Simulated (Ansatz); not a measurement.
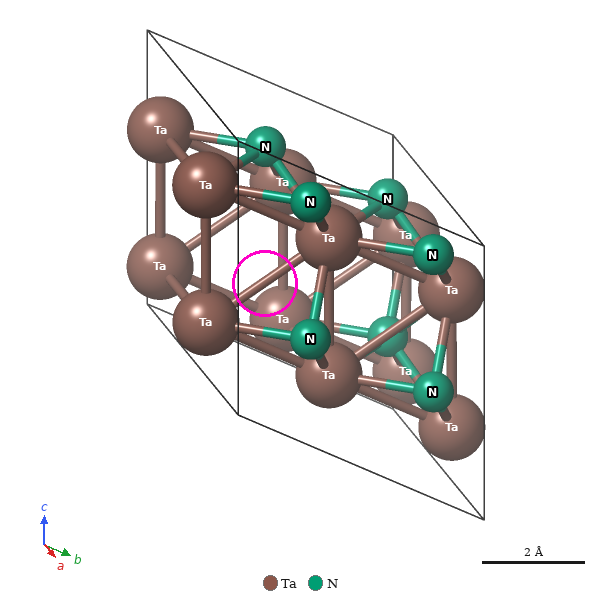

We look at a ball-and-stick model of the crystal from a general direction. The supercell is drawn as a box. The host is TaN, in a cell of 16 sites, and the cell is neutral. A ring marks the defect's site.

### How does this supercell depart from the perfect host?

A nitrogen vacancy. Around the empty site lie six Ta at about 2.2 Å.

The atoms were relaxed in the host's cell with DFT PBE, scalar-relativistic, plane waves, PAW in Ansatz.
